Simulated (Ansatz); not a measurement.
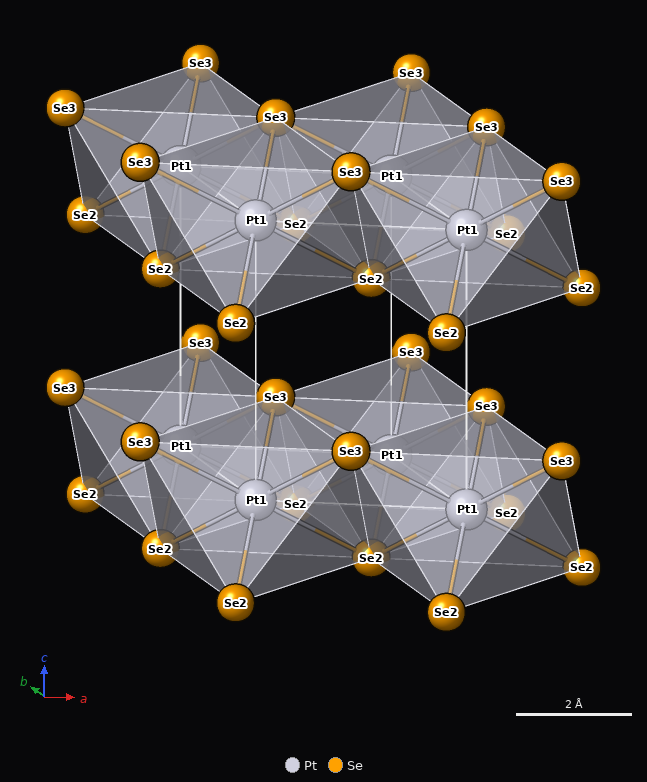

The structure (polyhedral view of the cell of the calculation, seen slightly off an axis; polyhedra are completed across the faces of the cell; atoms are numbered from 1 in the order of the input).

# What a change does: single-point calculation on PtSe2

System: PtSe2 (3 atoms in the cell).
Method of the first run: Kohn-Sham DFT of a periodic cell, PBE, all-electron LAPW, scalar-relativistic, no spin polarisation (Ansatz 0.2.0).

The structure derives from an entry of the Crystallography Open Database. Text and figures count atoms from 1; the logs count them from 0 in places.

## Input, the first run
```yaml
crystal:
  lattice:
    - [3.724, 0.0, 0.0]
    - [-1.862, 3.2250786037, 0.0]
    - [0.0, 0.0, 5.062]
  atoms:
    - { symbol: Pt, position: [0.0, 0.0, 0.0] }
    - { symbol: Se, position: [0.6666666667, 0.3333333333, 0.75] }
    - { symbol: Se, position: [0.3333333333, 0.6666666667, 0.25] }
kpoints:
  mp_grid: { grid: [3, 3, 2] }
scf:
  occupations: { method: fermi_dirac, width: 0.02 }
hamiltonian:
  xc: pbe
  pseudopotentials: { kind: all_electron, lapw: { basis_error: 0.002 } }
output:
  forces: true
  stress: true
  eigenvalues: true
```

Launched with:
```bash
ansatz run input.yaml --threads 2 --pin off --max-ram 6144MiB --backend cpu --events-out ev --progress --plain --runs-dir out
```

Hardware: 2 threads of Arm Neoverse V2, 256 GiB of memory available, shared host.

## Output, shortened to warnings, some set-up lines, iterations and results (the first run)
```
Basis set: ecut = 292.47390500971596 eV, 687 PW (Γ), exchange–correlation at level 2
Symmetry: 12 space group operations
k-points: 6 of 18
Initial density: superposition of atomic densities (chi_scale 0.1, normalization cell, long waves kept (reshape's long-wave potential 0.02 eV rms))
[...]
SCF iter   1: F=—  HF=-633210.527740 eV  |F-HF|=—  |Δ(HF+E_count)|=         —  Δρ=4.18e-2  dr2=1.48e0  ethr=1.64e-3  ⟨swp⟩=2.0  Hψ=2006  notcnv=0
SCF iter   2: F=—  HF=-633210.341181 eV  |F-HF|=—  |Δ(HF+E_count)|=   1.87e-1  Δρ=2.77e-2  dr2=1.13e0  ethr=1.64e-3  ⟨swp⟩=3.0  Hψ=1020  notcnv=0
SCF iter   3: F=—  HF=-633209.820001 eV  |F-HF|=—  |Δ(HF+E_count)|=   5.21e-1  Δρ=6.62e-3  dr2=2.91e-2  ethr=3.24e-5  ⟨swp⟩=2.0  Hψ=1661  notcnv=0
SCF iter   4: F=—  HF=-633209.822968 eV  |F-HF|=—  |Δ(HF+E_count)|=         —  Δρ=1.36e-3  dr2=1.34e-3  ethr=3.24e-5  ⟨swp⟩=2.2  Hψ=998  notcnv=0
SCF iter   5: F=—  HF=-633209.818128 eV  |F-HF|=—  |Δ(HF+E_count)|=   4.84e-3  Δρ=7.55e-4  dr2=2.65e-4  ethr=1.49e-6  ⟨swp⟩=2.2  Hψ=945  notcnv=0
SCF iter   6: F=—  HF=-633209.818403 eV  |F-HF|=—  |Δ(HF+E_count)|=   2.74e-4  Δρ=2.23e-4  dr2=3.31e-5  ethr=2.95e-7  ⟨swp⟩=3.0  Hψ=1000  notcnv=0
SCF iter   7: F=—  HF=-633209.818426 eV  |F-HF|=—  |Δ(HF+E_count)|=   2.36e-5  Δρ=9.96e-5  dr2=1.41e-5  ethr=3.68e-8  ⟨swp⟩=3.0  Hψ=976  notcnv=0
SCF iter   8: F=—  HF=-633209.818426 eV  |F-HF|=—  |Δ(HF+E_count)|=   4.84e-7  Δρ=2.98e-5  dr2=7.73e-7  ethr=1.57e-8  ⟨swp⟩=2.5  Hψ=948  notcnv=0
SCF iter   9: F=-633209.818426 eV  HF=-633209.818426 eV  |F-HF|=8.96e-9  |Δ(HF+E_count)|=   2.58e-7  Δρ=5.82e-6  dr2=2.45e-8  ethr=8.59e-10  ⟨swp⟩=3.0  Hψ=975  notcnv=0
SCF 1 converged in 9 iterations: F = -633209.818426 eV  dr2 = 2.45e-8
SCF converged after 9 iterations
Free energy (F): -633209.818426 eV
Harris-Foulkes:  -633209.818426 eV  (|F-HF|=8.96e-9)
Internal energy: -633209.813427 eV  (E = F + TS)
E sigma→0 (E₀):  -633209.815927 eV
Entropy (-TS):   -0.004999 eV (-1.666 meV/atom)
Fermi energy:    15.170129 eV
--- Per-component energies (eV) ---
  E_band       = -6871.980917
  E_kinetic    = 704283.572681
  E_xc         = -14486.241215
  E_electrostatic = -1323007.144893  (all electrons and nuclei)
  E_smearing   = -0.004999  (= −TS)
  E_closure    = 0.000000  (closes the sum)
  E_atoms      = -633195.561846  (free atoms, spherical and without spin; not in F)
  Σ components = -633209.818426   (vs F -633209.818426, Δ=0.00e0)
  Basis errors (estimates in eV, not in F): energy 8.5e-4 per atom: plane waves 7.7e-4 (4.5e-4 summed), levels above the bands 9.1e-216, relativity 4.4e-8, radial functions 7.9e-5, core shells 7.6e-7; eigenvalues (radial functions only) 2.6e-6; not estimated: angular momenta, meshes, grids; target …
--- Forces (eV/Å), atoms counted from 1 ---
  atom   1  Pt     0.00000000    -0.00000000     0.00000000
  atom   2  Se     0.00000000     0.00000000    -0.47228012
  atom   3  Se    -0.00000000    -0.00000000     0.47228012
  max |Σ_I F_I| component: 5.55e-17 eV/Å
--- Stress (GPa, compression-positive) ---
        7.634915       0.000000      -0.000000
        0.000000       7.634915       0.000000
       -0.000000       0.000000       6.030545
  P = ⅓ Tr σ = 7.1001 GPa (71.001 kbar)
```

For the second run the input was changed thus:
```diff
-  mp_grid: { grid: [3, 3, 2] }
+  mp_grid: { grid: [6, 6, 4] }
-  occupations: { method: fermi_dirac, width: 0.02 }
+  occupations: { method: fermi_dirac, width: 0.03 }
```

Predict how the results change.

The energy of the second run (smearing taken to zero) is 27.1 meV per atom higher, the joint effect of these numerical settings, which can't be told apart here. The pressure goes from 7.10 to 7.36 GPa. The largest force goes from 0.472 to 0.560 eV/Å. The number of SCF iterations is the same. The irreducible k-points go from 6 to 24. On the same kind of shared host the second run took about 2.3 times as long.

## Output, shortened to warnings, some set-up lines, iterations and results (the second run)
```
Basis set: ecut = 292.47390500971596 eV, 687 PW (Γ), exchange–correlation at level 2
Symmetry: 12 space group operations
k-points: 24 of 144
Initial density: superposition of atomic densities (chi_scale 0.1, normalization cell, long waves kept (reshape's long-wave potential 0.02 eV rms))
[...]
SCF iter   1: F=—  HF=-633210.461661 eV  |F-HF|=—  |Δ(HF+E_count)|=         —  Δρ=4.15e-2  dr2=1.48e0  ethr=1.65e-3  ⟨swp⟩=2.0  Hψ=8000  notcnv=0
SCF iter   2: F=—  HF=-633210.246061 eV  |F-HF|=—  |Δ(HF+E_count)|=   2.16e-1  Δρ=2.78e-2  dr2=1.12e0  ethr=1.65e-3  ⟨swp⟩=3.0  Hψ=4089  notcnv=0
SCF iter   3: F=—  HF=-633209.737235 eV  |F-HF|=—  |Δ(HF+E_count)|=   5.09e-1  Δρ=6.12e-3  dr2=1.51e-2  ethr=1.68e-5  ⟨swp⟩=2.0  Hψ=6609  notcnv=0
SCF iter   4: F=—  HF=-633209.740375 eV  |F-HF|=—  |Δ(HF+E_count)|=         —  Δρ=7.18e-4  dr2=4.18e-4  ethr=1.68e-5  ⟨swp⟩=2.0  Hψ=3902  notcnv=0
SCF iter   5: F=—  HF=-633209.736248 eV  |F-HF|=—  |Δ(HF+E_count)|=   4.13e-3  Δρ=3.77e-4  dr2=9.63e-5  ethr=4.65e-7  ⟨swp⟩=2.1  Hψ=3776  notcnv=0
SCF iter   6: F=—  HF=-633209.736273 eV  |F-HF|=—  |Δ(HF+E_count)|=   2.50e-5  Δρ=1.33e-4  dr2=1.16e-5  ethr=1.07e-7  ⟨swp⟩=3.0  Hψ=3861  notcnv=0
SCF iter   7: F=—  HF=-633209.736266 eV  |F-HF|=—  |Δ(HF+E_count)|=   7.03e-6  Δρ=4.47e-5  dr2=2.90e-6  ethr=1.29e-8  ⟨swp⟩=2.0  Hψ=3771  notcnv=0
SCF iter   8: F=—  HF=-633209.736266 eV  |F-HF|=—  |Δ(HF+E_count)|=   4.42e-7  Δρ=1.36e-5  dr2=1.43e-7  ethr=3.23e-9  ⟨swp⟩=2.7  Hψ=3792  notcnv=0
SCF iter   9: F=-633209.736266 eV  HF=-633209.736266 eV  |F-HF|=2.15e-8  |Δ(HF+E_count)|=   4.23e-8  Δρ=4.49e-6  dr2=1.72e-8  ethr=1.58e-10  ⟨swp⟩=3.0  Hψ=3852  notcnv=0
SCF 1 converged in 9 iterations: F = -633209.736266 eV  dr2 = 1.72e-8
SCF converged after 9 iterations
Free energy (F): -633209.736266 eV
Harris-Foulkes:  -633209.736266 eV  (|F-HF|=2.15e-8)
Internal energy: -633209.732869 eV  (E = F + TS)
E sigma→0 (E₀):  -633209.734567 eV
Entropy (-TS):   -0.003397 eV (-1.132 meV/atom)
Fermi energy:    15.163596 eV
--- Per-component energies (eV) ---
  E_band       = -6872.506485
  E_kinetic    = 704283.806701
  E_xc         = -14486.270041
  E_electrostatic = -1323007.269529  (all electrons and nuclei)
  E_smearing   = -0.003397  (= −TS)
  E_closure    = 0.000000  (closes the sum)
  E_atoms      = -633195.561846  (free atoms, spherical and without spin; not in F)
  Σ components = -633209.736266   (vs F -633209.736266, Δ=0.00e0)
  Basis errors (estimates in eV, not in F): energy 8.4e-4 per atom: plane waves 7.6e-4 (4.4e-4 summed), levels above the bands 2.9e-145, relativity 4.4e-8, radial functions 8.5e-5, core shells 7.6e-7; eigenvalues (radial functions only) 2.5e-6; not estimated: angular momenta, meshes, grids; target …
--- Forces (eV/Å), atoms counted from 1 ---
  atom   1  Pt     0.00000000     0.00000000     0.00000000
  atom   2  Se     0.00000000    -0.00000000    -0.55953663
  atom   3  Se    -0.00000000     0.00000000     0.55953663
  max |Σ_I F_I| component: 2.31e-18 eV/Å
--- Stress (GPa, compression-positive) ---
        7.966319      -0.000000      -0.000000
       -0.000000       7.966319       0.000000
       -0.000000       0.000000       6.136593
  P = ⅓ Tr σ = 7.3564 GPa (73.564 kbar)
```

## The two runs side by side

```tsv
quantity	the first run	the second run
outcome	converged	converged
free energy per atom (eV)	−211069.9395	−211069.9121
energy per atom, smearing taken to zero (eV)	−211069.9386	−211069.9115
gap on the mesh (eV)	0.00	0.00
pressure (GPa)	7.10	7.36
largest force (eV/Å)	0.472	0.560
SCF iterations	9	9
irreducible k-points	6	24
plane waves at Γ	687	687
wall time (shared host)	4.1 s	9.4 s
```

For both runs: Spin–orbit coupling is left out, which matters for Pt. For the first run: The k-point mesh is coarse for a cell of this size, so the results may not be converged. For the second run: The cell is under a pressure of 7.4 GPa at this level, so it is not at its equilibrium volume.
